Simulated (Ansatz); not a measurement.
**Two runs on TiAl**

System: TiAl (Pmm2, 8 atoms in the cell).
Method of run A: DFT r2SCAN, scalar-relativistic, plane waves, PAW, no spin polarisation (Ansatz 0.2.0).

The structure derives from a Materials Project entry. Text and figures count atoms from 1; the logs count them from 0 in places.

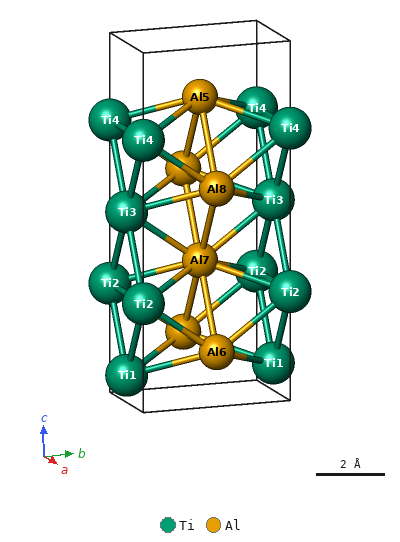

**Figure 1.** The structure as given in the input (ball-and-stick view of the cell of the calculation, seen slightly off an axis; atoms are numbered from 1 in the order of the input). An atom can appear more than once, as a periodic image.

### Input file, run A
```yaml
crystal:
  lattice:
    - [1.4342985268, -2.4842779217, 0.0]
    - [0.0, 0.0, -4.6338675686]
    - [9.471816565, 5.4685558434, 0.0]
  atoms:
    - { symbol: Ti, position: [0.5, 0.0, 0.075729158] }
    - { symbol: Ti, position: [0.0, 0.0, 0.3028712036] }
    - { symbol: Ti, position: [0.5, 0.0, 0.5300132492] }
    - { symbol: Ti, position: [0.0, 0.0, 0.7571552949] }
    - { symbol: Al, position: [0.5, 0.5, 0.83286931] }
    - { symbol: Al, position: [0.0, 0.5, 0.1514431732] }
    - { symbol: Al, position: [0.5, 0.5, 0.3785852188] }
    - { symbol: Al, position: [0.0, 0.5, 0.6057272644] }
basis:
  ecutwfc: 500
kpoints:
  mp_grid: { grid: [20, 13, 6] }
hamiltonian:
  xc: r2scan
scf:
  occupations: { method: gaussian, width: 0.15 }
output:
  forces: true
  stress: true
  eigenvalues: true
```

Command:
```bash
ansatz run input.yaml --threads 2 --pin off --max-ram 5120MiB --backend cpu --events-out ev --progress --plain --runs-dir out
```

Hardware: 2 threads of AMD EPYC (Zen 5), 32 GiB of memory available, shared host.

### Output, shortened to warnings, some set-up lines, iterations and results (run A)
```
Basis set: ecut = 500 eV, 3705 PW (Γ), exchange–correlation on 96×144×320 points (64 copies of the dense FFT grid, shifted against one another)
Symmetry: 4 space group operations
k-points: 308 of 1560 (time reversal used)
Initial density: superposition of atomic densities (neutral atoms: chi_scale 0, normalization atom), corrected by the library's trained network
[...]
SCF iter   1: F=—  HF=-12180.222169 eV  |F-HF|=—  |Δ(HF+E_count)|=         —  Δρ=1.71e-2  dr2=8.97e-1  dr2_τ=5.81e-2  ethr=1.77e-3  ⟨swp⟩=6.7  Hψ=50585  notcnv=0
SCF iter   2: F=—  HF=-12180.261986 eV  |F-HF|=—  |Δ(HF+E_count)|=   3.98e-2  Δρ=1.14e-2  dr2=4.82e-1  dr2_τ=2.15e-2  ethr=1.50e-3  ⟨swp⟩=3.5  Hψ=23063  notcnv=0  defer=441
SCF iter   3: F=—  HF=-12180.259514 eV  |F-HF|=—  |Δ(HF+E_count)|=   2.47e-3  Δρ=7.81e-3  dr2=4.27e-1  dr2_τ=8.50e-3  ethr=8.03e-4  ⟨swp⟩=2.5  Hψ=16350  notcnv=0  defer=437
SCF iter   4: F=—  HF=-12180.250617 eV  |F-HF|=—  |Δ(HF+E_count)|=   8.90e-3  Δρ=3.63e-3  dr2=8.95e-2  dr2_τ=5.19e-4  ethr=7.12e-4  ⟨swp⟩=1.1  Hψ=11732  notcnv=0  defer=423
SCF iter   5: F=—  HF=-12180.255416 eV  |F-HF|=—  |Δ(HF+E_count)|=   4.80e-3  Δρ=4.89e-3  dr2=9.09e-2  dr2_τ=2.59e-3  ethr=1.49e-4  ⟨swp⟩=2.0  Hψ=14247  notcnv=0  defer=423
[... 5 lines ...]
SCF iter  11: F=—  HF=-12180.251484 eV  |F-HF|=—  |Δ(HF+E_count)|=   6.17e-7  Δρ=2.13e-5  dr2=3.61e-6  dr2_τ=3.96e-8  ethr=4.42e-9  ⟨swp⟩=2.0  Hψ=19302  notcnv=0  defer=418
SCF iter  12: F=—  HF=-12180.251484 eV  |F-HF|=—  |Δ(HF+E_count)|=   2.07e-8  Δρ=1.21e-5  dr2=5.52e-7  dr2_τ=1.37e-8  ethr=4.42e-9  ⟨swp⟩=1.7  Hψ=11906  notcnv=0  defer=418
SCF iter  13: F=—  HF=-12180.251484 eV  |F-HF|=—  |Δ(HF+E_count)|=   1.27e-8  Δρ=4.27e-6  dr2=1.28e-7  dr2_τ=6.99e-10  ethr=9.20e-10  ⟨swp⟩=1.9  Hψ=12638  notcnv=0  defer=418
SCF iter  14: F=-12180.251484 eV  HF=-12180.251484 eV  |F-HF|=3.01e-9  |Δ(HF+E_count)|=   3.91e-9  Δρ=1.01e-6  dr2=4.71e-9  dr2_τ=6.84e-11  ethr=1.67e-10  ⟨swp⟩=10.3  …
SCF 1 converged in 14 iterations: F = -12180.251484 eV  dr2 = 4.71e-9
SCF converged after 14 iterations
Free energy (F): -12180.251484 eV
Harris-Foulkes:  -12180.251484 eV  (|F-HF|=3.01e-9)
Internal energy: -12180.167524 eV  (E = F + TS)
E sigma→0 (E₀):  -12180.209504 eV
Entropy (-TS):   -0.083960 eV (-10.495 meV/atom)
Fermi energy:    9.344096 eV
--- Per-component energies (eV) ---
  E_band       = -804.915263
  E_kinetic    = 1175.449700
  E_local      = -5036.301682  (includes V_loc(G=0)·N_el)
  E_nonlocal   = 69.427870
  E_hartree    = 2165.400699
  E_xc         = -515.690763
  E_vxc        = -651.557403  (∫ρ·V_xc dr)
  E_paw        = -6119.520890  (= ΣΔE_a)
  E_vpaw       = -733.919948  (= ΣTr[D̂ρ^β])
  E_aug_tail   = 0.000355  (compensation charges beyond the density's cutoff)
  E_vtau       = 41.185628  (kinetic-family band-sum trace: ∫τ·v_τ [+ j·A + Jᵃ·Aᵃ] dr)
  E_ewald      = -3917.678552
  E_core_change = -1.254261  (= ΣΔE_core)
  E_smearing   = -0.083960  (= −TS)
  E_closure    = -0.000000  (closes the sum)
  Σ components = -12180.251484   (vs F -12180.251484, Δ=0.00e0)
--- Forces (eV/Å), atoms counted from 1 ---
  atom   1  Ti    -0.69300470    -0.40010645     0.00000000
  atom   2  Ti    -0.76419664    -0.44120914     0.00000000
  atom   3  Ti     0.73831453     0.42626609     0.00000000
  atom   4  Ti     0.27181868     0.15693459     0.00000000
  atom   5  Al     0.40221444     0.23221862     0.00000000
  atom   6  Al     0.10306017     0.05950182     0.00000000
  atom   7  Al    -0.04162663    -0.02403315     0.00000000
  atom   8  Al    -0.01654805    -0.00955402     0.00000000
  max |Σ_I F_I| component: 3.18e-5 eV/Å
--- Stress (GPa, compression-positive) ---
       -6.102740      -2.241266      -0.000000
       -2.241266      -3.514749       0.000000
       -0.000000       0.000000      -2.911553
  P = ⅓ Tr σ = -4.1763 GPa (-41.763 kbar)
```

The input of run B differs as follows (lines with − go, lines with + come):
```diff
-    - [9.471816565, 5.4685558434, 0.0]
+    - [9.0388038631, 5.2185558434, 0.0]
-    - { symbol: Ti, position: [0.5, 0.0, 0.075729158] }
-    - { symbol: Ti, position: [0.0, 0.0, 0.3028712036] }
-    - { symbol: Ti, position: [0.5, 0.0, 0.5300132492] }
-    - { symbol: Ti, position: [0.0, 0.0, 0.7571552949] }
-    - { symbol: Al, position: [0.5, 0.5, 0.83286931] }
-    - { symbol: Al, position: [0.0, 0.5, 0.1514431732] }
-    - { symbol: Al, position: [0.5, 0.5, 0.3785852188] }
-    - { symbol: Al, position: [0.0, 0.5, 0.6057272644] }
+    - { symbol: Ti, position: [0.5, 0.0, 0.0793570371] }
+    - { symbol: Ti, position: [0.0, 0.0, 0.3173805436] }
+    - { symbol: Ti, position: [0.5, 0.0, 0.5554040501] }
+    - { symbol: Ti, position: [0.0, 0.0, 0.7934275567] }
+    - { symbol: Al, position: [0.5, 0.5, 0.8727687255] }
+    - { symbol: Al, position: [0.0, 0.5, 0.1586982059] }
+    - { symbol: Al, position: [0.5, 0.5, 0.3967217124] }
+    - { symbol: Al, position: [0.0, 0.5, 0.6347452189] }
```

What does this change do to the results?

With the same functional and potentials, run B lies 87.5 meV per atom lower. The pressure goes from −4.18 to −3.44 GPa. The largest force goes from 0.882 to 0.758 eV/Å. The volume per atom goes from 18.17 to 17.34 Å³. The SCF takes 11 iterations against 14. The plane waves at Γ go from 3705 to 3529.

### Output, shortened to warnings, some set-up lines, iterations and results (run B)
```
Basis set: ecut = 500 eV, 3529 PW (Γ), exchange–correlation on 96×144×320 points (64 copies of the dense FFT grid, shifted against one another)
Symmetry: 4 space group operations
k-points: 308 of 1560 (time reversal used)
Initial density: superposition of atomic densities (neutral atoms: chi_scale 0, normalization atom), corrected by the library's trained network
[...]
SCF iter   1: F=—  HF=-12180.918883 eV  |F-HF|=—  |Δ(HF+E_count)|=         —  Δρ=1.73e-2  dr2=6.94e-1  dr2_τ=5.59e-2  ethr=1.77e-3  ⟨swp⟩=6.3  Hψ=50143  notcnv=0
SCF iter   2: F=—  HF=-12180.954717 eV  |F-HF|=—  |Δ(HF+E_count)|=   3.58e-2  Δρ=8.52e-3  dr2=2.46e-1  dr2_τ=1.41e-2  ethr=1.16e-3  ⟨swp⟩=3.9  Hψ=26167  notcnv=0  defer=456
SCF iter   3: F=—  HF=-12180.957376 eV  |F-HF|=—  |Δ(HF+E_count)|=   2.66e-3  Δρ=7.14e-3  dr2=2.94e-1  dr2_τ=6.69e-3  ethr=4.10e-4  ⟨swp⟩=2.3  Hψ=16322  notcnv=0  defer=450
SCF iter   4: F=—  HF=-12180.949480 eV  |F-HF|=—  |Δ(HF+E_count)|=   7.90e-3  Δρ=2.50e-3  dr2=1.76e-2  dr2_τ=3.88e-4  ethr=4.10e-4  ⟨swp⟩=1.3  Hψ=11581  notcnv=0  defer=447
SCF iter   5: F=—  HF=-12180.954864 eV  |F-HF|=—  |Δ(HF+E_count)|=   5.38e-3  Δρ=4.47e-3  dr2=7.40e-2  dr2_τ=1.99e-3  ethr=2.93e-5  ⟨swp⟩=2.1  Hψ=15597  notcnv=0  defer=445
SCF iter   6: F=—  HF=-12180.951299 eV  |F-HF|=—  |Δ(HF+E_count)|=   3.56e-3  Δρ=4.02e-4  dr2=4.82e-4  dr2_τ=1.55e-5  ethr=2.93e-5  ⟨swp⟩=2.0  Hψ=13927  notcnv=0  defer=443
SCF iter   7: F=—  HF=-12180.951393 eV  |F-HF|=—  |Δ(HF+E_count)|=   9.43e-5  Δρ=6.57e-4  dr2=2.10e-3  dr2_τ=4.51e-5  ethr=8.03e-7  ⟨swp⟩=2.0  Hψ=15381  notcnv=0  defer=441
SCF iter   8: F=—  HF=-12180.951305 eV  |F-HF|=—  |Δ(HF+E_count)|=   8.85e-5  Δρ=1.15e-4  dr2=4.64e-5  dr2_τ=1.11e-6  ethr=8.03e-7  ⟨swp⟩=2.0  Hψ=14004  notcnv=0  defer=441
SCF iter   9: F=—  HF=-12180.951331 eV  |F-HF|=—  |Δ(HF+E_count)|=   2.59e-5  Δρ=2.72e-5  dr2=3.08e-6  dr2_τ=5.35e-8  ethr=7.73e-8  ⟨swp⟩=1.9  Hψ=12695  notcnv=0  defer=442
SCF iter  10: F=—  HF=-12180.951331 eV  |F-HF|=—  |Δ(HF+E_count)|=   1.89e-7  Δρ=1.00e-5  dr2=3.28e-7  dr2_τ=4.81e-9  ethr=5.14e-9  ⟨swp⟩=1.1  Hψ=11295  notcnv=0  defer=441
SCF iter  11: F=-12180.951331 eV  HF=-12180.951331 eV  |F-HF|=5.32e-8  |Δ(HF+E_count)|=   2.87e-8  Δρ=2.92e-6  dr2=5.89e-8  dr2_τ=8.54e-10  ethr=1.67e-10  ⟨swp⟩=10.0  …
SCF 1 converged in 11 iterations: F = -12180.951331 eV  dr2 = 5.89e-8
SCF converged after 11 iterations
Free energy (F): -12180.951331 eV
Harris-Foulkes:  -12180.951331 eV  (|F-HF|=5.32e-8)
Internal energy: -12180.859260 eV  (E = F + TS)
E sigma→0 (E₀):  -12180.905296 eV
Entropy (-TS):   -0.092070 eV (-11.509 meV/atom)
Fermi energy:    9.910528 eV
--- Per-component energies (eV) ---
  E_band       = -769.222587
  E_kinetic    = 1177.615229
  E_local      = -4716.089287  (includes V_loc(G=0)·N_el)
  E_nonlocal   = 68.564695
  E_hartree    = 2023.291743
  E_xc         = -517.078074
  E_vxc        = -653.495983  (∫ρ·V_xc dr)
  E_paw        = -6119.330778  (= ΣΔE_a)
  E_vpaw       = -733.590321  (= ΣTr[D̂ρ^β])
  E_aug_tail   = 0.000364  (compensation charges beyond the density's cutoff)
  E_vtau       = 41.193765  (kinetic-family band-sum trace: ∫τ·v_τ [+ j·A + Jᵃ·Aᵃ] dr)
  E_ewald      = -4096.578892
  E_core_change = -1.254261  (= ΣΔE_core)
  E_smearing   = -0.092070  (= −TS)
  E_closure    = 0.000000  (closes the sum)
  Σ components = -12180.951331   (vs F -12180.951331, Δ=0.00e0)
--- Forces (eV/Å), atoms counted from 1 ---
  atom   1  Ti    -0.65617321    -0.37884178     0.00000000
  atom   2  Ti    -0.60408316    -0.34876758     0.00000000
  atom   3  Ti     0.57125278     0.32981295     0.00000000
  atom   4  Ti     0.17173471     0.09915108     0.00000000
  atom   5  Al     0.57960877     0.33463728     0.00000000
  atom   6  Al    -0.06855599    -0.03958082     0.00000000
  atom   7  Al    -0.04092988    -0.02363087     0.00000000
  atom   8  Al     0.04717148     0.02723447     0.00000000
  max |Σ_I F_I| component: 2.55e-5 eV/Å
--- Stress (GPa, compression-positive) ---
       -4.953939      -1.757779      -0.000000
       -1.757779      -2.924230       0.000000
       -0.000000       0.000000      -2.434275
  P = ⅓ Tr σ = -3.4375 GPa (-34.375 kbar)
```

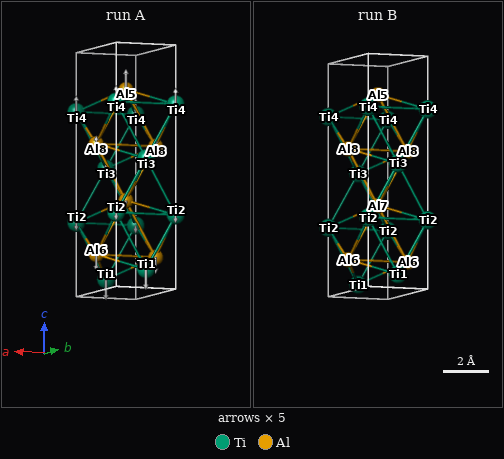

**Figure 2.** The two input geometries at one scale (ball-and-stick view of the cell of the calculation, seen at an oblique angle). The white arrows on the first give the shifts of the atoms relative to the cell, with their mean removed, magnified 5 times. The largest moves relative to the cell, 0.19 Å, are those of Ti1 and Al5. Largest moves by element: Al 0.19 Å, Ti 0.19 Å. (The mean shift of all atoms is removed.) The volume changes by −4.6 %, with a stays at 2.869 Å, b stays at 4.634 Å, c 10.937 → 10.437 Å (−4.6 %). Among the contacts that change: Ti1–Al5 3.525 → 3.165 Å.

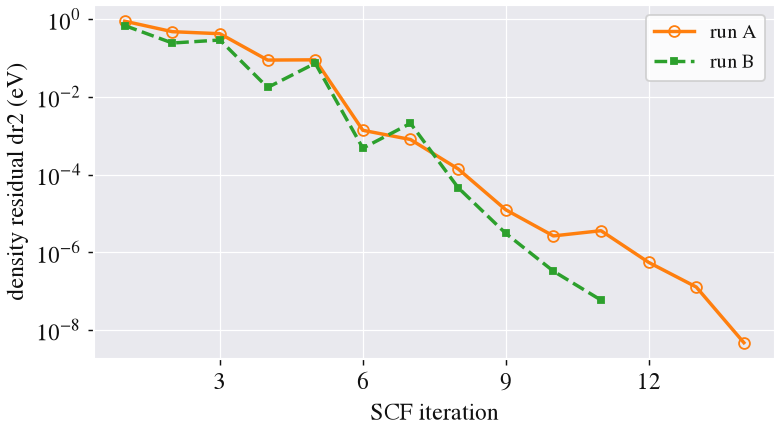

**Figure 3.** Convergence of the two runs: density residual dr2 against the SCF iteration. Run A takes 14 iterations in all, and run B takes 11.

### The two runs side by side

```csv
quantity,run A,run B
outcome,converged,converged
free energy per atom (eV),−1522.5314,−1522.6189
"energy per atom, smearing taken to zero (eV)",−1522.5262,−1522.6132
gap on the mesh (eV),0.00,0.00
pressure (GPa),−4.18,−3.44
volume per atom (Å³),18.17,17.34
largest force (eV/Å),0.882,0.758
SCF iterations,14,11
irreducible k-points,308,308
plane waves at Γ,3705,3529
wall time (shared host),56 s,48 s
```
